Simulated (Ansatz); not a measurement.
Structure of Pb:

```
Pb
1.0
     3.55706    0.00000    0.00000
    -1.77853    3.08051    0.00000
     0.00000    0.00000    5.91173
Pb
2
Direct
  0.33333 0.66667 0.75000
  0.66667 0.33333 0.25000
```

It is based on the end point of a relaxation at fixed volume with DFT r2SCAN, scalar-relativistic, plane waves, PAW in Ansatz 0.2.0; the starting structure was generated, so it need not be a known form of this composition.

Predict the first 5 clear peaks of the X-ray G(r) with σ = 0.15 Å, and name the atom pairs.

1. 3.57 Å: Pb–Pb at 3.56–3.60 Å
2. 5.06 Å: Pb–Pb at 5.06 Å
3. 6.17 Å: Pb–Pb at 5.91–6.19 Å
4. 6.94 Å: Pb–Pb at 6.90–7.11 Å
5. 7.97 Å: Pb–Pb at 7.97 Å

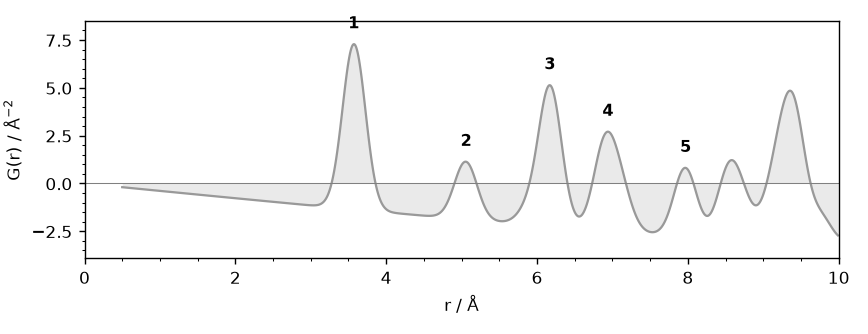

The curve is a calculated X-ray PDF: distances of the static structure, each pair weighted by the product of the atomic numbers (X-ray weights at Q = 0), broadened by Gaussians with σ = 0.15 Å, damped by exp(−(Q_damp r)²/2) with Q_damp = 0.060 Å⁻¹.
